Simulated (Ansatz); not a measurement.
PbSe

Input file:

```
crystal:
  lattice:
    - [12.2988173383, 0.0, 0.0]
    - [0.0, 4.3321113901, 0.0]
    - [0.0, 0.0, 4.3331880565]
  atoms:
    - { symbol: Pb, position: [0.8750081447, 0.75, 0.750359661] }
    - { symbol: Pb, position: [0.3750081447, 0.75, 0.749640339] }
    - { symbol: Pb, position: [0.1249918553, 0.25, 0.249640339] }
    - { symbol: Pb, position: [0.6249918553, 0.25, 0.250359661] }
    - { symbol: Se, position: [0.6250492794, 0.75, 0.7501593421] }
    - { symbol: Se, position: [0.1250492794, 0.75, 0.7498406579] }
    - { symbol: Se, position: [0.3749507206, 0.25, 0.2498406579] }
    - { symbol: Se, position: [0.8749507206, 0.25, 0.2501593421] }
basis:
  ecutwfc: 420
kpoints:
  mp_grid: { grid: [4, 8, 8] }
hamiltonian:
  xc: pbe
  dispersion: d3bj
scf:
  occupations: { method: gaussian, width: 0.02 }
output:
  forces: true
  stress: true
  eigenvalues: true
  write_density: true
  write_potential: true
  elf: true
  volumetric_format: npy
relax:
  adjacent_minimum: "off"
  f_tol: 0.02
  max_steps: 70
  cell: { stress_tol: 0.1 }
```

Command:

```sh
ansatz run input.yaml --threads 2 --pin off --max-ram 5120MiB --backend cpu --events-out ev --progress --plain --runs-dir out
```

The fields are those of the relaxed geometry.

Space group Fm-3m; a structure from a database of computed crystals, not necessarily the ambient phase.

Level of theory: DFT PBE+D3(BJ), scalar-relativistic, plane waves, PAW (Ansatz 0.2.0).

The density is the valence pseudo-density of a PAW calculation; it isn't the true density close to the nuclei.

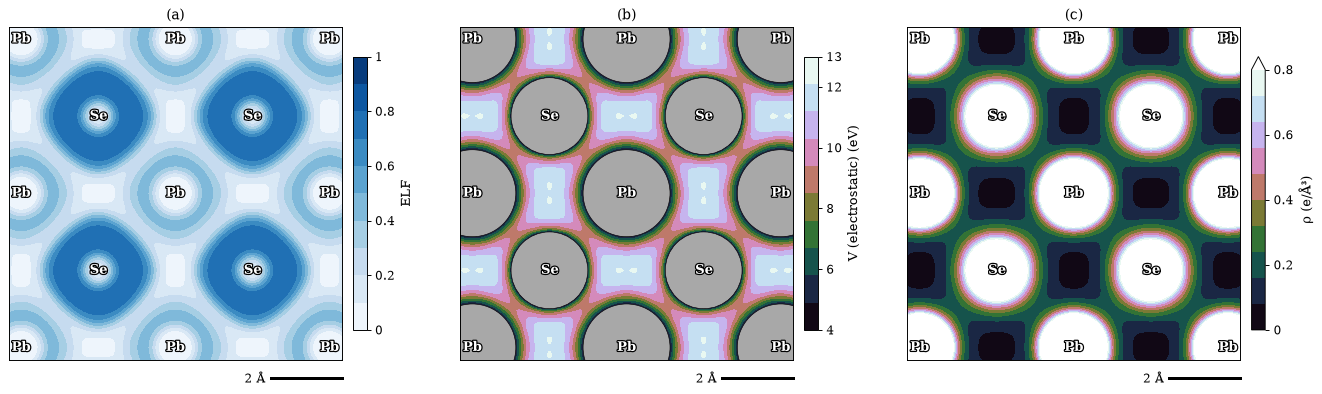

Figure 1. (a) electron localisation function; (b) electrostatic potential (local pseudopotential plus Hartree) felt by an electron; (c) valence pseudo-density on the (100) plane of the calculation cell. Grey discs cover the atomic cores in the potential map.

**What does the map show?**

- The plane passes through Pb and Se nuclei.
- Pb–Se (3.07 Å): ρ at the midpoint is about 0.21 e/Å³; the ELF is about 0.30 at the midpoint.
- Between the atoms the lowest density in this plane is 0.05 e/Å³.
- Outside the cores the potential energy rises away from the atoms and is highest about 2.0 Å from the nearest atoms; its zero is arbitrary.

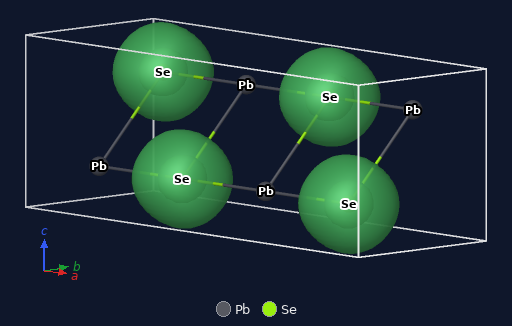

Figure 2. Isosurface of the ELF at 0.7 (green), seen at an oblique angle. Only the valence region is drawn (cores and ρ < 0.01 e/Å³ removed). Sticks mark near contacts.

**Describe the localisation domains.**

The ELF exceeds this value in four regions wrapped around Se (the valence shell of each), counted in one cell of 8 atoms. Regions shared between cells count once.

**Does the calculation make it a metal, or give it a gap?**

It is gapped, with a Kohn–Sham gap of 0.31 eV on the k-point mesh, an upper bound to the gap of this method.
